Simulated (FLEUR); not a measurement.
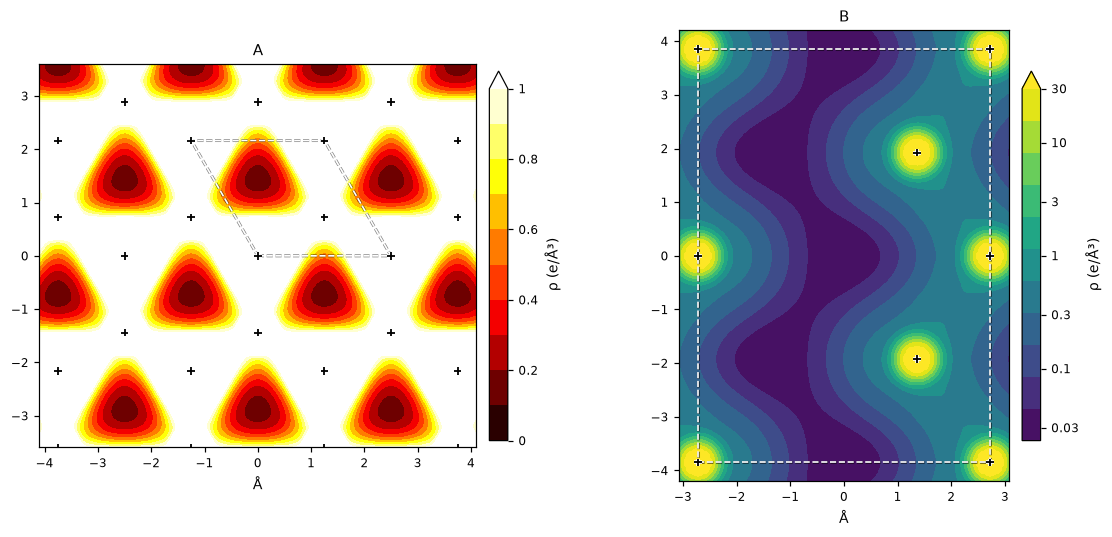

The total electron density of 2 systems, each on a plane through atoms (crosses mark nuclei in the plane).

Computed with Kohn-Sham DFT of a periodic cell, WC, all-electron (FLEUR).

System 1: Si, the (110) plane of the conventional cell. Space group Fd-3m; a structure from a database of computed crystals, not necessarily the ambient phase.

```cif
data_structure
_symmetry_space_group_name_H-M 'P 1'
_symmetry_Int_Tables_number 1
_cell_length_a 5.4437
_cell_length_b 5.4437
_cell_length_c 5.4437
_cell_angle_alpha 90.000
_cell_angle_beta 90.000
_cell_angle_gamma 90.000
_cell_volume 161.32
loop_
_atom_site_label
_atom_site_type_symbol
_atom_site_fract_x
_atom_site_fract_y
_atom_site_fract_z
_atom_site_occupancy
Si1 Si 0.00000 0.00000 0.00000 1
Si2 Si 0.50000 0.50000 0.00000 1
Si3 Si 0.50000 0.00000 0.50000 1
Si4 Si 0.00000 0.50000 0.50000 1
Si5 Si 0.25000 0.25000 0.25000 1
Si6 Si 0.75000 0.75000 0.25000 1
Si7 Si 0.75000 0.25000 0.75000 1
Si8 Si 0.25000 0.75000 0.75000 1
```

System 2: BN, the (001) plane of the conventional cell. Space group P6₃/mmc.

```xyz
4
Lattice="2.4982 0.0000 0.0000 -1.2491 2.1635 0.0000 0.0000 0.0000 6.6357" Properties=species:S:1:pos:R:3 pbc="T T T"
N     1.2491    0.7212    1.6589
N     0.0000    1.4424    4.9768
B     1.2491    0.7212    4.9768
B     0.0000    1.4424    1.6589
```

Match each panel to its system.

Panel A is system 2, BN: the plane holds N and B. B–N (1.44 Å): the density is about 1.8 e/Å³ at the midpoint. Panel B is system 1, Si: the plane holds Si. Si–Si (2.36 Å): ρ is about 0.57 e/Å³ halfway.
